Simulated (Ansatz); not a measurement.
**Run report: MgS, band-structure calculation**

- system: MgS (I4/mmm, 2 atoms in the cell)
- method: DFT, PBE, plane waves, PAW, no spin polarisation (Ansatz 0.2.0)

The structure derives from an entry of the Crystallography Open Database. The geometry comes from this level: r2SCAN (a point of a series of strains). It belongs to a series of runs on one base structure; here: epitaxial_xy strain +1.0%.

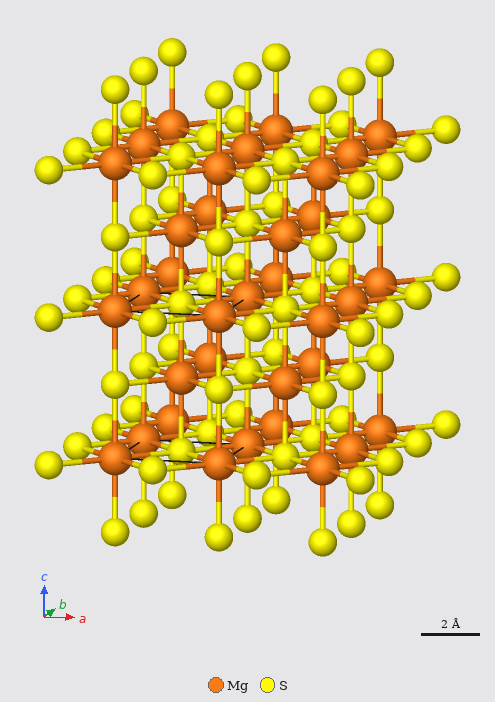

**Figure 1.** The structure (ball-and-stick view of the cell 2 times as large as that of the calculation, set on its symmetry axes, repeated 2 × 2 × 2, seen slightly off an axis; bonded neighbours outside the cell are drawn too).

**Input file**
```yaml
crystal:
  lattice:
    - [0.0, 2.6280532208, 2.5868243383]
    - [2.6280532208, 0.0, 2.5868243383]
    - [2.6280532208, 2.6280532208, 0.0]
  atoms:
    - { symbol: Mg, position: [0.0, 0.0, 0.0] }
    - { symbol: S, position: [0.5, 0.5, 0.5] }
kpoints:
  mp_grid: { grid: [8, 8, 8] }
  band_path:
    path:
      - [0.0, 0.0, 0.0]
      - [0.5, 0.0, 0.5]
      - [0.625, 0.25, 0.625]
      - [0.375, 0.375, 0.75]
      - [0.5, 0.5, 0.5]
      - [0.5, 0.25, 0.75]
      - [0.5, 0.5, 0.0]
    npoints: 1
hamiltonian:
  xc: pbe
scf:
  occupations: { method: fermi_dirac, width: 0.02 }
  n_extra_bands: 4
output:
  forces: true
  stress: true
  eigenvalues: true
```

Launched with:
```bash
ansatz run input.yaml --threads 4 --pin off --max-ram 5529MiB --backend cpu --events-out ev --progress --plain --runs-dir out
```

**Output**
```
scf.n_extra_bands = 4 over 8 filled bands (N_el = 16.0): the run solves 12 bands
Engine: ansatz 0.2.0, aarch64-unknown-linux-gnu
Pseudopotentials: kind: paw
Pseudopotential: Mg, paw, valence charge 10, recommended cutoff 420 eV (normal), Mg.paw.azcp
Pseudopotential: S, paw, valence charge 6, recommended cutoff 420 eV (normal), S.paw.azcp
Functional definition: PBE
  parameter kappa = 0.804
  parameter beta = 0.06672455060314922
  exchange = pbe_x(kappa = kappa, mu = beta*pi^2/3)
  correlation = pbe_c(beta = beta)
Crystal: 2 atoms, lattice volume = 35.733 Å³
Basis set: ecut = 420 eV, 709 PW (Γ), exchange–correlation on 50×50×50 points (8 copies of the dense FFT grid, shifted against one another)
Bands: 12, of which v1, the nominal top of the filled ones, is band 8 counted from 1 (7 counted from 0)
Symmetry: 16 space group operations
Space group: I4/mmm (ITA 139), of the structure as read, at distance tolerance 3.3e-5 Å
k-points: 59 of 512
Non-local potential: Mg, projectors of the file, l = 0: 3, l = 1: 2, l = 2: 1
Non-local potential: S, projectors of the file, l = 0: 2, l = 1: 2, l = 2: 2
PAW form: soft (Blöchl's): semilocal exchange-correlation on the pseudo side does not see the compensation charge
PAW one-centre angular grid: Mg, 110 points (default); XC on 64 Gauss nodes
PAW one-centre angular grid: S, 110 points (default); XC on 64 Gauss nodes
Initial density: superposition of atomic densities (neutral atoms: chi_scale 0, normalization atom), corrected by the library's trained network
Initial wavefunctions: pseudopotential atomic-orbital guess
Functional: x = pbe(κ = 0.804, μ = 0.2195149727645171), c = pbe(β = 0.06672455060314922)
SCF iter   1: F=—  HF=-2828.746916 eV  |F-HF|=—  |Δ(HF+E_count)|=         —  Δρ=4.33e-4  dr2=5.74e-5  ethr=1.77e-3  ⟨swp⟩=7.5  Hψ=4443  notcnv=0
preconditioner: auto → none  [insulator: Δε(μ)=2.678 eV  Ē_g=11.667 eV  σ=0.020 eV  W_gap=1.00  n_scr=8 (ndim 8)  ℏωp=17.6 eV  f_vac=0.000  D(μ)=0.00/eV (n_scr^D=0)  ε∞_Penn≈3.3]
SCF iter   2: F=—  HF=-2828.746893 eV  |F-HF|=—  |Δ(HF+E_count)|=   2.30e-5  Δρ=2.66e-4  dr2=2.88e-5  ethr=3.59e-7  ⟨swp⟩=3.1  Hψ=1842  notcnv=0
SCF iter   3: F=—  HF=-2828.746934 eV  |F-HF|=—  |Δ(HF+E_count)|=   4.04e-5  Δρ=2.85e-4  dr2=4.48e-5  ethr=1.80e-7  ⟨swp⟩=2.0  Hψ=944  notcnv=0
SCF iter   4: F=—  HF=-2828.746918 eV  |F-HF|=—  |Δ(HF+E_count)|=   1.59e-5  Δρ=8.13e-5  dr2=3.23e-6  ethr=1.80e-7  ⟨swp⟩=2.0  Hψ=912  notcnv=0
iter 5 did not close the SCF: its close was put off for the readings that it lacked (scf_convergence_deferred on its scf_iter line)
SCF iter   5: F=-2828.746917 eV  HF=-2828.746917 eV  |F-HF|=2.43e-9  |Δ(HF+E_count)|=   9.01e-7  Δρ=4.37e-6  dr2=6.85e-9  ethr=2.02e-8  ⟨swp⟩=2.0  Hψ=924  notcnv=0
SCF iter   6: F=-2828.746917 eV  HF=-2828.746917 eV  |F-HF|=5.43e-10  |Δ(HF+E_count)|=   2.52e-9  Δρ=1.18e-6  dr2=7.68e-10  ethr=4.28e-11  ⟨swp⟩=2.0  Hψ=2375  notcnv=0
SCF 1 converged in 6 iterations: F = -2828.746917 eV  dr2 = 7.68e-10
  greatest PAW one-centre occupation: 1.000 electrons in one spin orbital (limit 2), on the Mg atom at site 0 (counted from 0), in its partial waves of l = 0
NSCF: frozen V_eff on 7 k-points
SCF converged after 6 iterations
Free energy (F): -2828.746917 eV
Harris-Foulkes:  -2828.746917 eV  (|F-HF|=5.43e-10)
Internal energy: -2828.746917 eV  (E = F + TS)
E sigma→0 (E₀):  -2828.746917 eV
Fermi energy:    7.595790 eV
--- Per-component energies (eV) ---
  E_band       = -334.402369
  E_kinetic    = 184.926432
  E_local      = -1673.299120  (includes V_loc(G=0)·N_el)
  E_nonlocal   = 123.392312
  E_hartree    = 595.568569
  E_xc         = -127.583172
  E_vxc        = -126.819773  (∫ρ·V_xc dr)
  E_paw        = -893.117225  (= ΣΔE_a)
  E_vpaw       = -33.739432  (= ΣTr[D̂ρ^β])
  E_aug_tail   = -0.000002  (compensation charges beyond the density's cutoff)
  E_ewald      = -1038.634710
  E_smearing   = -0.000000  (= −TS)
  E_closure    = 0.000000  (closes the sum)
  Σ components = -2828.746917   (vs F -2828.746917, Δ=0.00e0)
--- Forces (eV/Å), atoms counted from 1 ---
  atom   1  Mg    -0.00000000     0.00000000    -0.00000000
  atom   2  S      0.00000000     0.00000000    -0.00000000
  max |Σ_I F_I| component: 2.96e-30 eV/Å
--- Stress (GPa, compression-positive) ---
       -0.430887       0.000000       0.000000
        0.000000      -0.430887       0.000000
        0.000000       0.000000       1.148571
  P = ⅓ Tr σ = 0.0956 GPa (0.956 kbar)
--- Band table (eV; the first three rows and the last of 59) ---
  k-point 0: bands = ["-68.5273", "-35.2805", "-35.2805", "-35.2758", "-6.3623", "6.1747", "6.2458", "6.2458", "9.8318", "14.0957", "14.0957", "14.2567"]
  k-point 1: bands = ["-68.5273", "-35.2812", "-35.2807", "-35.2762", "-6.2139", "5.1846", "6.1099", "6.1397", "10.6375", "13.8266", "14.3253", "14.4519"]
  k-point 2: bands = ["-68.5272", "-35.2829", "-35.2810", "-35.2769", "-5.8134", "3.4546", "5.9085", "5.9116", "11.1293", "13.9089", "14.0905", "14.4369"]
  k-point 58: bands = ["-68.5269", "-35.2830", "-35.2830", "-35.2814", "-4.6971", "2.1258", "4.5315", "4.5315", "8.9317", "10.6149", "18.1987", "18.8676"]
```

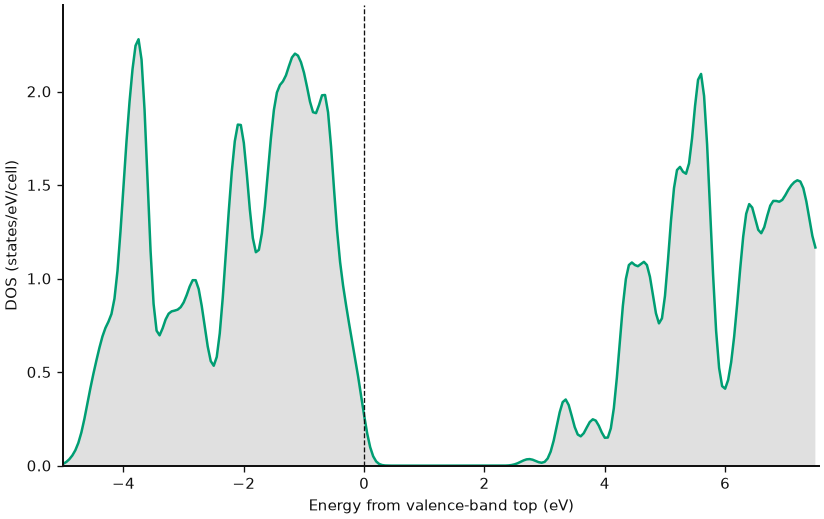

**Figure 2.** Density of states (the curve is built from the levels of the k mesh with Gaussians 0.3 eV wide, which also blur the band edges), with energies from the valence-band top. There is a gap of 2.69 eV on the k-point mesh. Small ripples come from the finite k-point mesh.

**Key numbers**

- outcome: converged
- space group (tolerance 0.01 Å): I4/mmm (139)
- electrons treated: 16
- free energy: −2828.7469 eV
- Fermi energy: 7.596 eV
- gap on the k-point mesh: 2.69 eV
- pressure: 0.10 GPa
- largest force (length of the vector): under 0.001 eV/Å
- hardware: 4 threads of Arm Neoverse V1, 24 GiB of memory available, shared host
- wall time: 0.66 s (CPU time 2.1 s)
- peak memory: 0.29 GiB
